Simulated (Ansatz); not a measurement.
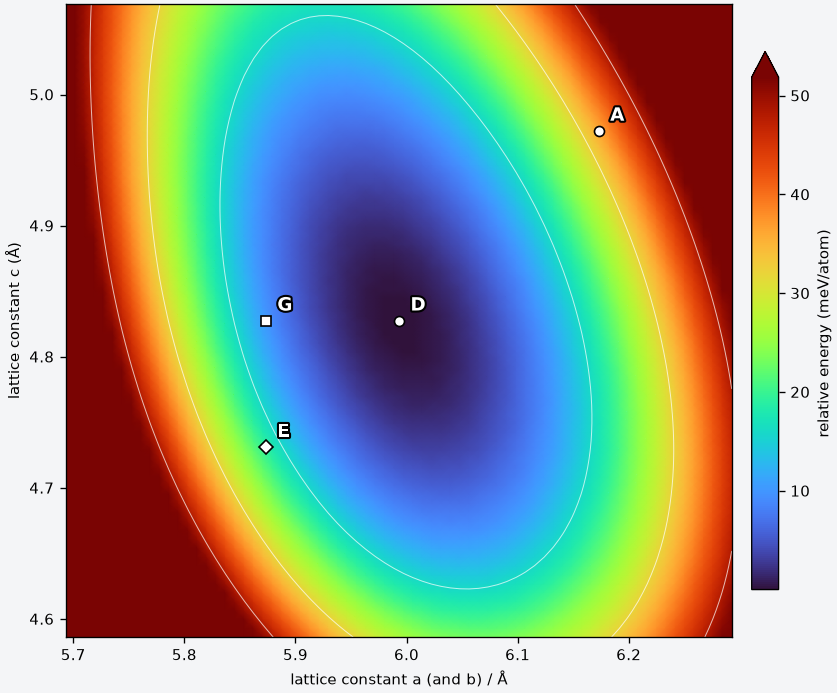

Al₂Cu (I4/mcm, No. 140; 6 atoms in the cell). The energy is mapped over the lattice constants a and c of the conventional cell. First axis: lattice constant a (and b). Second axis: lattice constant c. Nothing is relaxed (fractional coordinates fixed). Grid: 11 × 11 points. Energies: meV/atom, counted from the lowest grid point. These are results of Ansatz, DFT PBEsol, scalar-relativistic, plane waves, PAW, not measurements. Settings: cutoff 520 eV, k-mesh 10×10×10, gaussian smearing 0.15 eV, no spin polarisation.

The picture shows a smooth colour map with a few white contour lines, one colour for all values above the top of the scale, lettered points. Between grid points the surface is interpolated.

Question: Is E the lowest point of the computed grid?

Answer: No. E lies 19 meV/atom above the lowest grid point, which is at lattice constant a (and b) = 5.993 Å, lattice constant c = 4.828 Å.

Question: Rank the lettered points by energy, lowest first.

Answer: D (0 meV/atom), G (10 meV/atom), E (19 meV/atom), A (36 meV/atom).

PAW datasets: the set soft_1.
